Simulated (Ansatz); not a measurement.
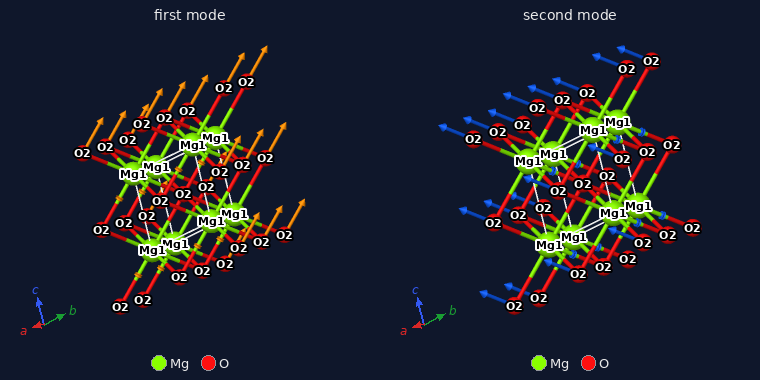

Two computed energy maps of cells of MgO. The picture above is the structure of the first map; its two panels give the patterns of the first and the second mode as arrows.

Map 1

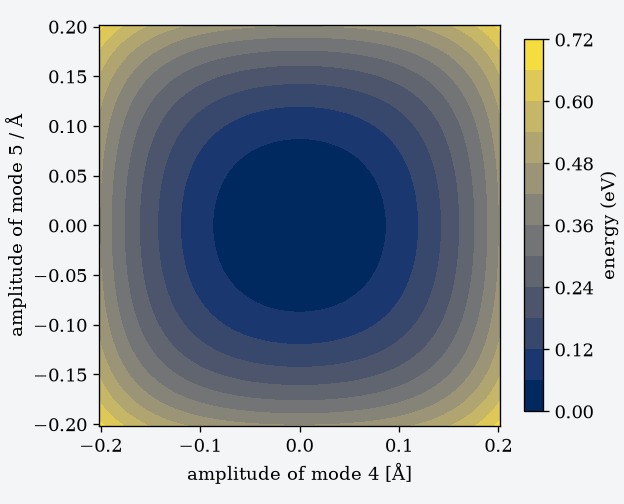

MgO (Fm-3m, No. 225; 2 atoms in the cell). The energy is mapped over two normal modes frozen in (zone-centre modes of the 2-atom cell of this scan). Coordinates scanned: (1) amplitude of mode 4 (388 cm⁻¹), largest displacement; (2) amplitude of mode 5 (388 cm⁻¹), largest displacement. Nothing is relaxed (the cell and all other modes fixed). The scan uses an 11 × 11 grid; 21 points were computed and 100 follow by symmetry. Points are written as (first, second). All energies are given in eV per cell relative to the lowest grid point. This map comes from DFT PBEsol, scalar-relativistic, plane waves, PAW in Ansatz. Settings: cutoff 520 eV, k-mesh 10×10×10, gaussian smearing 0.05 eV, no spin polarisation.

In the figure: filled contours. Between grid points the surface is interpolated.

Map 2

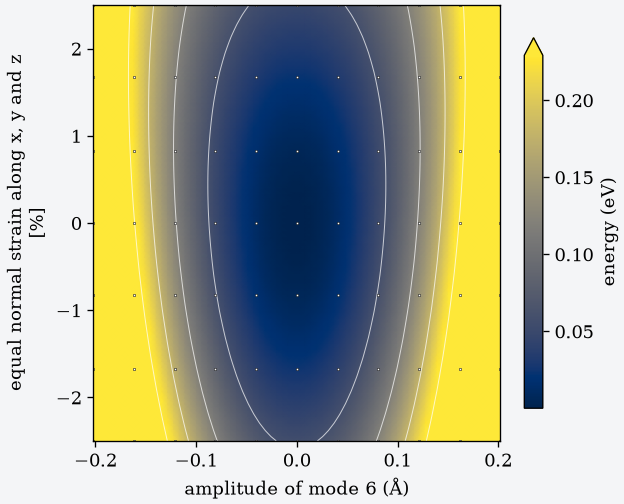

MgO (Fm-3m, No. 225; 2 atoms in the cell). 
- The energy is mapped over a normal mode and a strain (zone-centre modes of the 2-atom cell of this scan) (x, y and z along the cube axes).
- Coordinates scanned: (1) amplitude of mode 6 (388 cm⁻¹), largest displacement in the unstrained cell; (2) equal normal strain along x, y and z.
- Nothing is relaxed (the pattern is fixed in fractional coordinates).
- The scan uses an 11 × 7 grid; 42 points were computed and 35 follow by symmetry.
- Points are written as (first, second).
- Energies are in eV per cell, from the lowest grid point.
- The calculation used DFT PBEsol, scalar-relativistic, plane waves, PAW in Ansatz. Settings: cutoff 520 eV, k-mesh 10×10×10, gaussian smearing 0.05 eV, no spin polarisation.

The picture shows a smooth colour map with a few white contour lines, dots at the grid points, one colour for all values above the top of the scale. Between grid points the surface is interpolated.

> Summarise the maps one by one.

Map 1: The lowest grid point is at (0.000 Å, 0.000 Å). It is the only kind of minimum in the scanned range. The highest grid point, (−0.202 Å, −0.202 Å), lies 0.683 eV above the lowest. The gap on the k-mesh is 4.6 eV at the lowest point and runs from 4.5 to 4.6 eV over the map.
Map 2: The lowest grid point is at (0.000 Å, 0.00 %). It is the only kind of minimum in the scanned range. The highest grid point, (−0.202 Å, −2.50 %), lies 0.599 eV above the lowest. The gap on the k-mesh is 4.6 eV at the lowest point and runs from 3.9 to 5.4 eV over the map.

> Maps 1, 2 start from a relaxed reference structure. Do they show a way to lower its energy?

No. In each of them the reference is the lowest point, within the accuracy of the grid, so it is stable against the distortions scanned (other distortions weren't tried).

PAW datasets: the set soft_1.
